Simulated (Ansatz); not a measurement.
## Single-point calculation, with input and output: Ti10O13 (part 2 of 2)

Continued. System: Ti10O13 (C2/m, 23 atoms in the cell). Method: DFT r2SCAN, scalar-relativistic, plane waves, PAW, no spin polarisation (Ansatz 0.2.0); cutoff 500 eV, 10×10×4 k-mesh, Gaussian smearing of 0.1 eV. The structure derives from a Materials Project entry. It belongs to a series of runs on one base structure; here: the database's cell and atoms.

Geometry of the input (Å; fractional positions):
```
4.6371  -2.0652  0.0000
4.6371  2.0652  0.0000
-0.9071  0.0000  12.0390
Ti 0.1691  0.1691  0.5400
Ti 0.4495  0.4495  0.6258
Ti 0.5505  0.5505  0.3742
Ti 0.8309  0.8309  0.4600
Ti 0.6166  0.6166  0.1559
Ti 0.9368  0.9368  0.2314
Ti 0.6927  0.6927  0.9290
Ti 0.3073  0.3073  0.0710
Ti 0.0632  0.0632  0.7686
Ti 0.3834  0.3834  0.8441
O  0.9624  0.9624  0.6104
O  0.2607  0.2607  0.6962
O  0.6416  0.6416  0.5404
O  0.0376  0.0376  0.3896
O  0.3584  0.3584  0.4596
O  0.7393  0.7393  0.3038
O  0.1206  0.1206  0.1518
O  0.4191  0.4191  0.2265
O  0.1857  0.1857  0.9201
O  0.5000  0.5000  0.0000
O  0.8143  0.8143  0.0799
O  0.5809  0.5809  0.7735
O  0.8794  0.8794  0.8482
```

Output, continued
```
  k-point 1: bands = ["-45.7735", "-45.7465", "-45.7253", "-45.6867", "-45.5610", "-45.5271", "-45.5210", "-45.4810", "-45.4524", "-45.4351", "-21.1962", "-21.1905", "-21.1666", "-21.1535", "-21.1277", "-21.1223", "-21.1136", "-21.0875", "-21.0762", "-21.0674", "-21.0613", "-21.0545", "-20.9495", "-20.9440", "-20.9170", "-20.8846", "-20.8703", "-20.8596", "-20.8304", "-20.7920", "-20.7345", "-20.7260", "-20.7164", "-20.7063", "-20.6724", "-20.6230", "-20.6201", "-20.5334", "-20.5180", "-20.4226", "-7.9532", "-7.6961", "-7.3737", "-7.1668", "-7.1099", "-7.0101", "-7.0035", "-6.8760", "-6.6977", "-6.5858", "-6.2340", "-6.2162", "-5.9532", "6.4658", "6.6214", "6.8273", "6.9566", "7.0160", "7.1890", "7.2196", "7.4111", "7.5168", "7.5487", "7.5763", "7.5880", "7.5881", "7.7092", "7.8176", "7.8386", "7.9972", "8.1017", "8.1455", "8.1848", "8.2299", "8.3276", "8.4462", "8.4528", "8.5002", "8.5929", "8.7442", "8.8596", "8.9946", "9.0172", "9.1448", "9.4112", "9.5269", "9.8470", "9.8960", "10.1027", "10.3398", "10.3845", "10.4290", "12.4619", "13.2050", "13.6762", "13.8296", "14.0330", "14.2169", "14.3022", "14.4968", "15.1881", "15.2968", "15.4265", "15.4314", "15.4508", "15.5144", "15.5257", "15.6260", "15.7531", "15.8213", "15.8478", "16.0614", "16.1652", "16.3225", "16.3713", "16.4140", "16.5489", "16.6327", "16.7720", "16.8393", "16.8665", "16.9295"]
  k-point 2: bands = ["-45.7734", "-45.7468", "-45.7250", "-45.6868", "-45.5610", "-45.5242", "-45.5241", "-45.4807", "-45.4525", "-45.4351", "-21.1951", "-21.1943", "-21.1583", "-21.1551", "-21.1317", "-21.1225", "-21.1160", "-21.0860", "-21.0749", "-21.0652", "-21.0634", "-21.0564", "-20.9495", "-20.9200", "-20.9165", "-20.9055", "-20.8800", "-20.8631", "-20.8260", "-20.7875", "-20.7386", "-20.7226", "-20.7136", "-20.7090", "-20.6671", "-20.6242", "-20.6202", "-20.5363", "-20.5143", "-20.4245", "-7.9022", "-7.7903", "-7.2943", "-7.1924", "-7.1249", "-7.0119", "-6.9721", "-6.9030", "-6.6902", "-6.5904", "-6.2379", "-6.2134", "-5.9534", "6.4691", "6.7529", "6.8335", "6.9253", "7.0160", "7.0420", "7.1679", "7.3535", "7.5287", "7.5398", "7.5476", "7.5951", "7.6173", "7.8183", "7.8823", "7.8880", "7.9399", "7.9669", "8.1596", "8.1948", "8.2549", "8.3810", "8.3972", "8.4730", "8.5238", "8.6335", "8.6367", "8.7967", "9.1028", "9.1167", "9.2910", "9.3536", "9.4532", "9.8862", "9.9360", "9.9618", "10.3438", "10.3449", "10.4312", "12.3487", "13.4156", "13.8433", "13.8662", "13.9149", "14.0249", "14.1968", "14.5766", "15.2040", "15.2664", "15.4254", "15.4609", "15.4646", "15.5176", "15.5869", "15.6341", "15.6420", "15.7691", "15.8990", "16.1546", "16.1990", "16.3671", "16.3854", "16.4810", "16.5610", "16.5921", "16.7949", "16.8195", "16.8226", "16.8807"]
  k-point 116: bands = ["-45.7606", "-45.7403", "-45.7298", "-45.6874", "-45.5441", "-45.5321", "-45.5253", "-45.4794", "-45.4610", "-45.4504", "-21.2273", "-21.2025", "-21.1810", "-21.1783", "-21.1762", "-21.1248", "-21.1188", "-21.0682", "-21.0339", "-21.0228", "-21.0035", "-21.0015", "-20.9679", "-20.9564", "-20.9252", "-20.8506", "-20.8441", "-20.8352", "-20.8117", "-20.7871", "-20.7853", "-20.7393", "-20.7237", "-20.7104", "-20.6890", "-20.6388", "-20.6292", "-20.6115", "-20.4595", "-20.4478", "-7.5719", "-7.3383", "-7.3138", "-7.2926", "-7.2199", "-7.1249", "-7.0457", "-7.0092", "-6.5089", "-6.4985", "-6.4696", "-6.4229", "-6.0656", "6.5382", "6.6651", "6.7291", "6.8292", "7.0209", "7.0449", "7.0579", "7.0992", "7.2569", "7.3195", "7.4263", "7.6118", "7.6735", "7.8175", "7.8758", "7.9287", "8.1863", "8.2158", "8.3745", "8.5854", "8.6385", "8.7401", "8.7458", "8.7621", "8.8674", "8.9175", "8.9708", "9.0912", "9.1195", "9.2145", "9.2496", "9.2626", "9.3848", "9.4274", "9.5747", "9.5886", "10.0015", "10.1274", "10.2898", "12.5646", "12.8518", "13.0473", "13.0651", "13.1772", "13.2826", "13.6032", "14.0367", "15.1138", "15.2870", "15.3038", "15.3382", "15.5147", "15.5685", "16.0074", "16.0153", "16.2182", "16.2533", "16.2950", "16.3435", "16.3902", "16.4514", "16.5010", "16.5891", "16.6208", "16.7221", "16.8444", "16.8626", "16.9817", "17.0240"]
--- Löwdin populations: 23 sites ---
  site symbol       q [e]
     0     Ti     11.0197
     1     Ti     11.0235
     2     Ti     11.0235
     3     Ti     11.0197
     4     Ti     10.9983
     5     Ti     10.9628
     6     Ti     10.9578
     7     Ti     10.9578
     8     Ti     10.9628
     9     Ti     10.9983
    10      O      6.7436
    11      O      6.7075
    12      O      6.7284
    13      O      6.7436
    14      O      6.7284
    15      O      6.7075
    16      O      6.7268
    17      O      6.6963
    18      O      6.7130
    19      O      6.7448
    20      O      6.7130
    21      O      6.6963
    22      O      6.7268
  spilling = 0.003535 (of n_electrons = 198.000000)
```

File populations.tsv
```
# site	symbol	l	j	q
# orbitals = lowdin
# n_electrons = 198.000000
# spilling = 0.003535
0	Ti	0_3S	-	1.910991
0	Ti	0_4S	-	0.427162
0	Ti	1_3P	-	5.987363
0	Ti	2_3D	-	2.694171
1	Ti	0_3S	-	1.909822
1	Ti	0_4S	-	0.428688
1	Ti	1_3P	-	5.987264
1	Ti	2_3D	-	2.697748
2	Ti	0_3S	-	1.909822
2	Ti	0_4S	-	0.428688
2	Ti	1_3P	-	5.987264
2	Ti	2_3D	-	2.697748
3	Ti	0_3S	-	1.910991
3	Ti	0_4S	-	0.427162
3	Ti	1_3P	-	5.987363
3	Ti	2_3D	-	2.694171
4	Ti	0_3S	-	1.910416
4	Ti	0_4S	-	0.428699
4	Ti	1_3P	-	5.988197
4	Ti	2_3D	-	2.670962
5	Ti	0_3S	-	1.912014
5	Ti	0_4S	-	0.428164
5	Ti	1_3P	-	5.987743
5	Ti	2_3D	-	2.634910
6	Ti	0_3S	-	1.912536
6	Ti	0_4S	-	0.429911
6	Ti	1_3P	-	5.987869
6	Ti	2_3D	-	2.627469
7	Ti	0_3S	-	1.912536
7	Ti	0_4S	-	0.429911
7	Ti	1_3P	-	5.987869
7	Ti	2_3D	-	2.627469
8	Ti	0_3S	-	1.912014
8	Ti	0_4S	-	0.428164
8	Ti	1_3P	-	5.987743
8	Ti	2_3D	-	2.634910
9	Ti	0_3S	-	1.910416
9	Ti	0_4S	-	0.428699
9	Ti	1_3P	-	5.988197
9	Ti	2_3D	-	2.670962
10	O	0_2S	-	1.729821
10	O	1_2P	-	5.013753
11	O	0_2S	-	1.737166
11	O	1_2P	-	4.970348
12	O	0_2S	-	1.731958
12	O	1_2P	-	4.996394
13	O	0_2S	-	1.729821
13	O	1_2P	-	5.013753
14	O	0_2S	-	1.731958
14	O	1_2P	-	4.996394
15	O	0_2S	-	1.737166
15	O	1_2P	-	4.970348
16	O	0_2S	-	1.742290
16	O	1_2P	-	4.984524
17	O	0_2S	-	1.727202
17	O	1_2P	-	4.969113
18	O	0_2S	-	1.726164
18	O	1_2P	-	4.986847
19	O	0_2S	-	1.748774
19	O	1_2P	-	4.996025
20	O	0_2S	-	1.726164
20	O	1_2P	-	4.986847
21	O	0_2S	-	1.727202
21	O	1_2P	-	4.969113
22	O	0_2S	-	1.742290
22	O	1_2P	-	4.984524
```

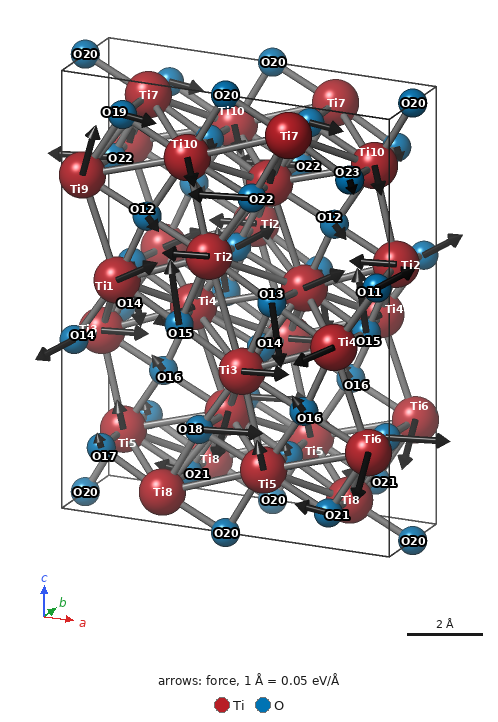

Figure 1. Forces on the atoms as black arrows (ball-and-stick view of the cell 2 times as large as that of the calculation, set on its symmetry axes, seen slightly off an axis; atoms are numbered from 1 in the order of the input). The largest act on O13, O15, O18, O22 (0.09 eV/Å); Ti6, Ti9 (0.07 eV/Å); Ti2, Ti3 (0.07 eV/Å); Ti1, Ti4 (0.06 eV/Å), among others. The geometry is not a stationary point of this energy.

Summary

| quantity | value |
| --- | --- |
| outcome | converged |
| space group (tolerance 0.01 Å) | C2/m (12) |
| electrons treated | 198 |
| free energy | −32470.5737 eV |
| Fermi energy | 15.004 eV |
| gap on the k-point mesh | none (metallic) |
| pressure | −1.59 GPa |
| largest force (length of the vector) | 0.091 eV/Å |
| wall time | 1.7 min (CPU time 6.7 min) |
| peak memory | 3.6 GiB |
